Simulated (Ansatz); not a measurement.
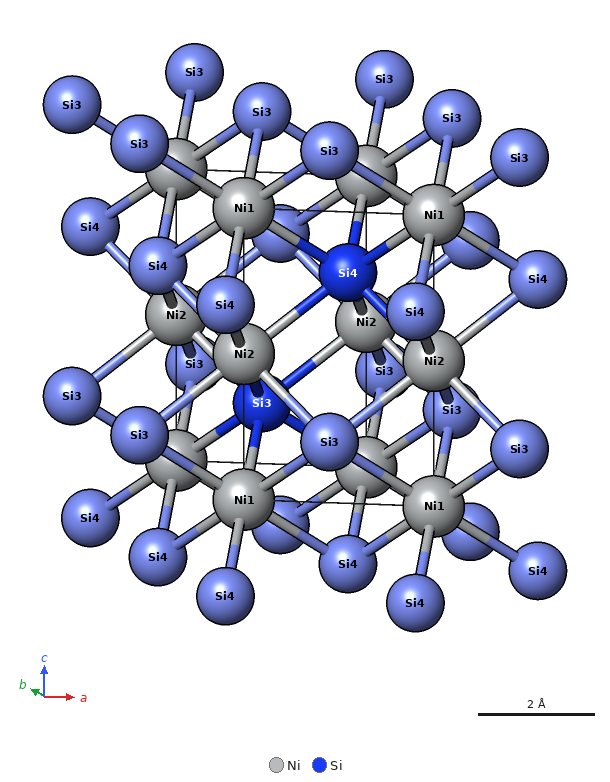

Figure 1. The input geometry (ball-and-stick view of the cell of the calculation, seen slightly off an axis; neighbours outside the cell are drawn fainter; atoms are numbered from 1 in the order of the input). Near neighbours in the crystal (not all of them lie inside the picture): Ni has 6 Si at 2.31 Å; Si has 6 Ni at 2.31 Å.

**Geometry relaxation of NiSi (part 1 of 2)**

System: NiSi (4 atoms in the cell).
Method: DFT, PBE, PAW with Ansatz's default frozen-core files, scalar-relativistic, no spin polarisation (Ansatz 0.2.0).

The structure was built on a prototype by a generator; it need not be a known phase. Its volume is 0.93 times that of the source entry. It belongs to a series of runs on one base structure; here: NiAs relaxed under pressure, PAW files. Figures and captions count atoms from 1; the log counts them from 0 in places.

**Log**
```
Engine: ansatz 0.2.0, x86_64-unknown-linux-gnu
Pseudopotentials: kind: paw
Pseudopotential: Ni, paw, valence charge 18, recommended cutoff 420 eV (normal), Ni.paw.azcp
Pseudopotential: Si, paw, valence charge 4, recommended cutoff 420 eV (normal), Si.paw.azcp
Functional definition: PBE
  parameter kappa = 0.804
  parameter beta = 0.06672455060314922
  exchange = pbe_x(kappa = kappa, mu = beta*pi^2/3)
  correlation = pbe_c(beta = beta)
Crystal: 4 atoms, lattice volume = 49.511 Å³
Basis set: ecut = 420 eV, 965 PW (Γ), exchange–correlation on 48×48×72 points (8 copies of the dense FFT grid, shifted against one another)
Bands: 27, of which v1, the nominal top of the filled ones, is band 22 counted from 1 (21 counted from 0)
Symmetry: 24 space group operations
Space group: P63/mmc (ITA 194), of the structure as read, at distance tolerance 3.7e-5 Å
k-points: 64 of 726
Non-local potential: Ni, projectors of the file, l = 0: 3, l = 1: 2, l = 2: 3, l = 3: 1
Non-local potential: Si, projectors of the file, l = 0: 2, l = 1: 2, l = 2: 2
PAW form: soft (Blöchl's): semilocal exchange-correlation on the pseudo side does not see the compensation charge
PAW one-centre angular grid: Ni, 590 points (default); XC on 64 Gauss nodes
PAW one-centre angular grid: Si, 110 points (default); XC on 64 Gauss nodes
Initial density: superposition of atomic densities (neutral atoms: chi_scale 0, normalization atom), corrected by the library's trained network
Initial wavefunctions: pseudopotential atomic-orbital guess
Functional: x = pbe(κ = 0.804, μ = 0.2195149727645171), c = pbe(β = 0.06672455060314922)
SCF iter   1: F=—  HF=-12952.490522 eV  |F-HF|=—  |Δ(HF+E_count)|=         —  Δρ=6.99e-3  dr2=8.12e-3  ethr=1.77e-3  ⟨swp⟩=5.3  Hψ=7404  notcnv=0
preconditioner: auto → Kerker (q_TF=auto, 2.675 Å⁻¹)  [metal: Δε(μ)=0.075 eV  Ē_g=7.286 eV  σ=0.050 eV  W_gap=0.34  n_scr=22 (ndim 8)  ℏωp=27.9 eV  f_vac=0.000  D(μ)=1.24/eV (n_scr^D=2)]
SCF iter   2: F=—  HF=-12952.489007 eV  |F-HF|=—  |Δ(HF+E_count)|=   1.51e-3  Δρ=2.79e-3  dr2=1.05e-3  ethr=1.85e-5  ⟨swp⟩=2.1  Hψ=3372  notcnv=0
SCF iter   3: F=—  HF=-12952.488796 eV  |F-HF|=—  |Δ(HF+E_count)|=   2.12e-4  Δρ=8.09e-4  dr2=2.44e-4  ethr=2.39e-6  ⟨swp⟩=2.4  Hψ=3036  notcnv=0
SCF iter   4: F=—  HF=-12952.488781 eV  |F-HF|=—  |Δ(HF+E_count)|=   1.48e-5  Δρ=2.24e-4  dr2=2.53e-5  ethr=5.55e-7  ⟨swp⟩=1.0  Hψ=1705  notcnv=0
SCF iter   5: F=—  HF=-12952.488766 eV  |F-HF|=—  |Δ(HF+E_count)|=   1.48e-5  Δρ=3.48e-5  dr2=5.66e-7  ethr=5.76e-8  ⟨swp⟩=2.4  Hψ=2460  notcnv=0
SCF iter   6: F=-12952.488766 eV  HF=-12952.488766 eV  |F-HF|=2.47e-8  |Δ(HF+E_count)|=   1.66e-7  Δρ=8.73e-6  dr2=3.40e-8  ethr=2.27e-10  ⟨swp⟩=6.4  Hψ=7952  notcnv=0
SCF 1 converged in 6 iterations: F = -12952.488766 eV  dr2 = 3.40e-8
  greatest PAW one-centre occupation: 1.001 electrons in one spin orbital (limit 2), on the Ni atom at site 1 (counted from 0), in its partial waves of l = 1
relax step   1: F+E_penalty+E_count = -12952.48876590 eV  Δ(F+E_penalty+E_count) = +0.000e0 eV  max|allowed force component| = 6.939e-18 eV/Å  Δτ_max = 0.0000 Å  P = +6.636 GPa  Ω = 49.511 Å³  (6 SCF iters, dr2 threshold 1.00e-7 eV, accepted)
Crystal: 4 atoms, lattice volume = 48.797 Å³
Basis set: ecut = 420 eV, 929 PW (Γ), exchange–correlation on 48×48×72 points (8 copies of the dense FFT grid, shifted against one another)
Initial density: handed on by an earlier stage of this run
Initial wavefunctions: those handed on with the density
iter 1 solved again at ethr=4.37e-5 eV; its pass at ethr=3.10e-3 eV (dr2=1.92e-2 eV) is discarded
SCF iter   1: F=—  HF=-12952.536629 eV  |F-HF|=—  |Δ(HF+E_count)|=         —  Δρ=9.00e-3  dr2=1.94e-2  ethr=4.37e-5  ⟨swp⟩=2.1  Hψ=10177  notcnv=0
preconditioner: auto → Kerker (q_TF=auto, 2.682 Å⁻¹)  [metal: Δε(μ)=0.023 eV  Ē_g=7.423 eV  σ=0.050 eV  W_gap=0.11  n_scr=22 (ndim 8)  ℏωp=28.1 eV  f_vac=0.000  D(μ)=2.11/eV (n_scr^D=22)]
SCF iter   2: F=—  HF=-12952.534278 eV  |F-HF|=—  |Δ(HF+E_count)|=   2.35e-3  Δρ=3.24e-3  dr2=2.57e-3  ethr=4.37e-5  ⟨swp⟩=2.3  Hψ=2183  notcnv=0
SCF iter   3: F=—  HF=-12952.533780 eV  |F-HF|=—  |Δ(HF+E_count)|=   4.97e-4  Δρ=8.57e-4  dr2=2.71e-4  ethr=5.84e-6  ⟨swp⟩=1.6  Hψ=2152  notcnv=0
SCF iter   4: F=—  HF=-12952.533733 eV  |F-HF|=—  |Δ(HF+E_count)|=   4.74e-5  Δρ=2.82e-4  dr2=4.24e-5  ethr=6.16e-7  ⟨swp⟩=2.3  Hψ=2589  notcnv=0
SCF iter   5: F=—  HF=-12952.533724 eV  |F-HF|=—  |Δ(HF+E_count)|=   9.04e-6  Δρ=3.78e-5  dr2=9.61e-7  ethr=9.64e-8  ⟨swp⟩=2.3  Hψ=2436  notcnv=0
SCF iter   6: F=-12952.533724 eV  HF=-12952.533724 eV  |F-HF|=4.56e-9  |Δ(HF+E_count)|=   1.78e-7  Δρ=2.10e-5  dr2=1.30e-7  ethr=9.09e-10  ⟨swp⟩=6.3  Hψ=8295  notcnv=0
SCF 2 converged in 6 iterations: F = -12952.533724 eV  dr2 = 1.30e-7
  greatest PAW one-centre occupation: 1.000 electrons in one spin orbital (limit 2), on the Ni atom at site 1 (counted from 0), in its partial waves of l = 1
relax step   2: F+E_penalty+E_count = -12952.53372389 eV  Δ(F+E_penalty+E_count) = -4.496e-2 eV  max|allowed force component| = 3.701e-17 eV/Å  Δτ_max = 0.0000 Å  P = +9.542 GPa  Ω = 48.797 Å³  energy of the carried Pulay correction = +2.466e-4 eV  (6 SCF iters, dr2 threshold 4.00e-7 eV, accepted)
Crystal: 4 atoms, lattice volume = 48.071 Å³
Basis set: ecut = 420 eV, 939 PW (Γ), exchange–correlation on 48×48×72 points (8 copies of the dense FFT grid, shifted against one another)
iter 1 solved again at ethr=8.73e-5 eV; its pass at ethr=3.10e-3 eV (dr2=3.84e-2 eV) is discarded
SCF iter   1: F=—  HF=-12952.571184 eV  |F-HF|=—  |Δ(HF+E_count)|=         —  Δρ=1.38e-2  dr2=3.84e-2  ethr=8.73e-5  ⟨swp⟩=2.0  Hψ=12392  notcnv=0
preconditioner: auto → Kerker (q_TF=auto, 2.688 Å⁻¹)  [metal: Δε(μ)=0.039 eV  Ē_g=7.582 eV  σ=0.050 eV  W_gap=0.19  n_scr=22 (ndim 8)  ℏωp=28.3 eV  f_vac=0.000  D(μ)=1.67/eV (n_scr^D=20)]
SCF iter   2: F=—  HF=-12952.565532 eV  |F-HF|=—  |Δ(HF+E_count)|=   5.65e-3  Δρ=5.47e-3  dr2=5.72e-3  ethr=8.73e-5  ⟨swp⟩=2.7  Hψ=2808  notcnv=0
SCF iter   3: F=—  HF=-12952.564069 eV  |F-HF|=—  |Δ(HF+E_count)|=   1.46e-3  Δρ=1.49e-3  dr2=7.58e-4  ethr=1.30e-5  ⟨swp⟩=1.5  Hψ=1993  notcnv=0
SCF iter   4: F=—  HF=-12952.563925 eV  |F-HF|=—  |Δ(HF+E_count)|=   1.43e-4  Δρ=5.69e-4  dr2=1.34e-4  ethr=1.72e-6  ⟨swp⟩=2.2  Hψ=2644  notcnv=0
SCF iter   5: F=—  HF=-12952.563908 eV  |F-HF|=—  |Δ(HF+E_count)|=   1.80e-5  Δρ=8.74e-5  dr2=5.05e-6  ethr=3.05e-7  ⟨swp⟩=1.8  Hψ=2376  notcnv=0
SCF iter   6: F=—  HF=-12952.563907 eV  |F-HF|=—  |Δ(HF+E_count)|=   8.30e-7  Δρ=3.66e-5  dr2=3.78e-7  ethr=9.09e-10  ⟨swp⟩=6.0  Hψ=10649  notcnv=0
SCF iter   7: F=-12952.563907 eV  HF=-12952.563907 eV  |F-HF|=8.19e-10  |Δ(HF+E_count)|=   6.50e-8  Δρ=8.13e-6  dr2=1.46e-8  ethr=8.59e-10  ⟨swp⟩=4.7  Hψ=6304  notcnv=0
SCF 3 converged in 7 iterations: F = -12952.563907 eV  dr2 = 1.46e-8
  greatest PAW one-centre occupation: 1.000 electrons in one spin orbital (limit 2), on the Ni atom at site 0 (counted from 0), in its partial waves of l = 1
relax step   3: F+E_penalty+E_count = -12952.56390674 eV  Δ(F+E_penalty+E_count) = -3.018e-2 eV  max|allowed force component| = 5.667e-17 eV/Å  Δτ_max = 0.0000 Å  P = +12.913 GPa  Ω = 48.071 Å³  energy of the carried Pulay correction = +5.166e-4 eV  (7 SCF iters, dr2 threshold 4.00e-7 eV, accepted)
Crystal: 4 atoms, lattice volume = 48.292 Å³
iter 1 solved again at ethr=6.52e-7 eV; its pass at ethr=3.10e-3 eV (dr2=2.87e-4 eV) is discarded
SCF iter   1: F=—  HF=-12952.581172 eV  |F-HF|=—  |Δ(HF+E_count)|=         —  Δρ=5.44e-4  dr2=7.11e-5  ethr=6.52e-7  ⟨swp⟩=3.0  Hψ=10586  notcnv=0
preconditioner: auto → Kerker (q_TF=auto, 2.686 Å⁻¹)  [metal: Δε(μ)=0.054 eV  Ē_g=7.564 eV  σ=0.050 eV  W_gap=0.25  n_scr=22 (ndim 8)  ℏωp=28.3 eV  f_vac=0.000  D(μ)=1.71/eV (n_scr^D=20)]
SCF iter   2: F=—  HF=-12952.581162 eV  |F-HF|=—  |Δ(HF+E_count)|=   9.61e-6  Δρ=2.65e-4  dr2=1.87e-5  ethr=1.62e-7  ⟨swp⟩=1.2  Hψ=1742  notcnv=0
SCF iter   3: F=—  HF=-12952.581158 eV  |F-HF|=—  |Δ(HF+E_count)|=   3.95e-6  Δρ=9.91e-5  dr2=3.37e-6  ethr=4.24e-8  ⟨swp⟩=2.0  Hψ=3051  notcnv=0
SCF iter   4: F=—  HF=-12952.581158 eV  |F-HF|=—  |Δ(HF+E_count)|=   5.78e-7  Δρ=4.12e-5  dr2=8.33e-7  ethr=7.65e-9  ⟨swp⟩=2.7  Hψ=3091  notcnv=0
iter 5 did not close the SCF: its close was put off for the readings that it lacked (scf_convergence_deferred on its scf_iter line)
SCF iter   5: F=-12952.581158 eV  HF=-12952.581158 eV  |F-HF|=5.37e-8  |Δ(HF+E_count)|=   1.86e-8  Δρ=1.04e-5  dr2=4.84e-8  ethr=1.89e-9  ⟨swp⟩=2.2  Hψ=2625  notcnv=0
SCF iter   6: F=-12952.581158 eV  HF=-12952.581158 eV  |F-HF|=6.57e-10  |Δ(HF+E_count)|=   2.30e-9  Δρ=3.75e-6  dr2=5.96e-9  ethr=1.10e-10  ⟨swp⟩=3.1  Hψ=7489  notcnv=0
SCF 4 converged in 6 iterations: F = -12952.581158 eV  dr2 = 5.96e-9
relax step   4: F+E_penalty+E_count = -12952.58115762 eV  Δ(F+E_penalty+E_count) = -1.725e-2 eV  max|allowed force component| = 3.701e-17 eV/Å  Δτ_max = 0.0000 Å  P = +11.956 GPa  Ω = 48.292 Å³  energy of the carried Pulay correction = +4.514e-4 eV  (6 SCF iters, dr2 threshold 4.00e-7 eV, accepted)
Crystal: 4 atoms, lattice volume = 48.278 Å³
iter 1 solved again at ethr=9.00e-9 eV; its pass at ethr=3.10e-3 eV (dr2=3.96e-6 eV) is discarded
SCF iter   1: F=—  HF=-12952.580134 eV  |F-HF|=—  |Δ(HF+E_count)|=         —  Δρ=1.31e-4  dr2=4.02e-6  ethr=9.00e-9  ⟨swp⟩=3.0  Hψ=10174  notcnv=0
preconditioner: auto → Kerker (q_TF=auto, 2.686 Å⁻¹)  [metal: Δε(μ)=0.067 eV  Ē_g=7.564 eV  σ=0.050 eV  W_gap=0.31  n_scr=22 (ndim 8)  ℏωp=28.3 eV  f_vac=0.000  D(μ)=1.70/eV (n_scr^D=20)]
SCF iter   2: F=—  HF=-12952.580136 eV  |F-HF|=—  |Δ(HF+E_count)|=   2.32e-6  Δρ=7.51e-5  dr2=1.72e-6  ethr=9.00e-9  ⟨swp⟩=1.0  Hψ=1730  notcnv=0
SCF iter   3: F=—  HF=-12952.580136 eV  |F-HF|=—  |Δ(HF+E_count)|=   5.86e-7  Δρ=2.22e-5  dr2=1.49e-7  ethr=3.90e-9  ⟨swp⟩=2.2  Hψ=2941  notcnv=0
iter 4 did not close the SCF: its close was put off for the readings that it lacked (scf_convergence_deferred on its scf_iter line)
SCF iter   4: F=-12952.580136 eV  HF=-12952.580136 eV  |F-HF|=6.62e-9  |Δ(HF+E_count)|=   4.08e-8  Δρ=6.76e-6  dr2=1.84e-8  ethr=3.40e-10  ⟨swp⟩=2.4  Hψ=2967  notcnv=0
iter 5 did not close the SCF: its close was put off for the readings that it lacked (scf_convergence_deferred on its scf_iter line)
SCF iter   5: F=-12952.580136 eV  HF=-12952.580136 eV  |F-HF|=4.46e-9  |Δ(HF+E_count)|=   2.70e-9  Δρ=3.39e-6  dr2=4.38e-9  ethr=4.18e-11  ⟨swp⟩=2.3  Hψ=2683  notcnv=0
SCF iter   6: F=-12952.580136 eV  HF=-12952.580136 eV  |F-HF|=5.09e-11  |Δ(HF+E_count)|=  3.02e-10  Δρ=3.42e-7  dr2=3.64e-11  ethr=9.96e-12  ⟨swp⟩=3.3  Hψ=7520  notcnv=0
SCF 5 converged in 6 iterations: F = -12952.580136 eV  dr2 = 3.64e-11
relax step   5: F+E_penalty+E_count = -12952.58013580 eV  Δ(F+E_penalty+E_count) = +1.022e-3 eV  max|allowed force component| = 7.401e-17 eV/Å  Δτ_max = 0.0000 Å  P = +12.005 GPa  Ω = 48.278 Å³  energy of the carried Pulay correction = +4.549e-4 eV  (6 SCF iters, dr2 threshold 8.41e-8 eV, accepted)
Basis set: ecut = 420 eV, 939 PW (Γ), exchange–correlation on 48×48×64 points (8 copies of the dense FFT grid, shifted against one another)
Initial wavefunctions: pseudopotential atomic-orbital guess (no wavefunctions were taken with the density)
iter 1 solved again at ethr=2.06e-7 eV; its pass at ethr=3.10e-3 eV (dr2=9.05e-5 eV) is discarded
SCF iter   1: F=—  HF=-12952.579150 eV  |F-HF|=—  |Δ(HF+E_count)|=         —  Δρ=7.28e-4  dr2=7.41e-6  ethr=2.06e-7  ⟨swp⟩=3.0  Hψ=11887  notcnv=0
SCF iter   2: F=—  HF=-12952.579762 eV  |F-HF|=—  |Δ(HF+E_count)|=   6.11e-4  Δρ=3.95e-4  dr2=7.34e-6  ethr=1.68e-8  ⟨swp⟩=2.4  Hψ=2799  notcnv=0
SCF iter   3: F=—  HF=-12952.579975 eV  |F-HF|=—  |Δ(HF+E_count)|=   2.13e-4  Δρ=5.75e-5  dr2=7.09e-8  ethr=1.67e-8  ⟨swp⟩=1.0  Hψ=1728  notcnv=0
SCF iter   4: F=—  HF=-12952.579978 eV  |F-HF|=—  |Δ(HF+E_count)|=   2.62e-6  Δρ=7.10e-6  dr2=7.44e-9  ethr=1.61e-10  ⟨swp⟩=2.0  Hψ=3106  notcnv=0
SCF iter   5: F=—  HF=-12952.579978 eV  |F-HF|=—  |Δ(HF+E_count)|=   2.76e-8  Δρ=3.33e-6  dr2=2.99e-9  ethr=1.69e-11  ⟨swp⟩=2.0  Hψ=3126  notcnv=0
SCF iter   6: F=—  HF=-12952.579978 eV  |F-HF|=—  |Δ(HF+E_count)|=   4.15e-9  Δρ=5.39e-7  dr2=1.23e-10  ethr=6.80e-12  ⟨swp⟩=1.0  Hψ=1728  notcnv=0
SCF iter   7: F=-12952.579978 eV  HF=-12952.579978 eV  |F-HF|=7.28e-12  |Δ(HF+E_count)|=  3.64e-12  Δρ=1.12e-7  dr2=4.20e-12  ethr=1.00e-12  ⟨swp⟩=5.8  Hψ=7777  notcnv=0
SCF 6 converged in 7 iterations: F = -12952.579978 eV  dr2 = 4.20e-12
relax step   6: F+E_penalty+E_count = -12952.57997776 eV  Δ(F+E_penalty+E_count) = +1.580e-4 eV  max|allowed force component| = 7.633e-17 eV/Å  Δτ_max = 0.0000 Å  P = +12.041 GPa  Ω = 48.278 Å³  stress off target by 5.19e-2 GPa  SCF on the basis re-selected at this cell (its energy is not comparable with the rows above)  (7 SCF iters)
basis re-selected at this cell: Δ(F+E_penalty+E_count) = +1.580e-4 eV, ΔP = +0.036 GPa vs the last step (what re-selecting the basis moved, of the pressure what is left beyond the Pulay correction that the steps carried, after the strain that the cell walked since its last selection, with what the two solves' SCF thresholds leave and, on support functions, any second-order correction that the steps lacked; it is no measure of the basis error at this ecutwfc). The dense FFT grid was sized anew with the basis: this SCF ran on 24×24×32 points, the steps before it on 24×24×36, so part of this shift can come from that change (see relax.cell in the input reference). This SCF's stress stands 5.19e-2 GPa from its target on what of the cell is left free (relax.cell.stress_tol is 3.00e-2 GPa) and its largest allowed force component is 7.63e-17 eV/Å (relax.f_tol is 5.00e-3 eV/Å): not within both, so this SCF does not close the relaxation
Crystal: 4 atoms, lattice volume = 48.287 Å³
iter 1 solved again at ethr=3.68e-10 eV; its pass at ethr=3.10e-3 eV (dr2=1.62e-7 eV) is discarded
```
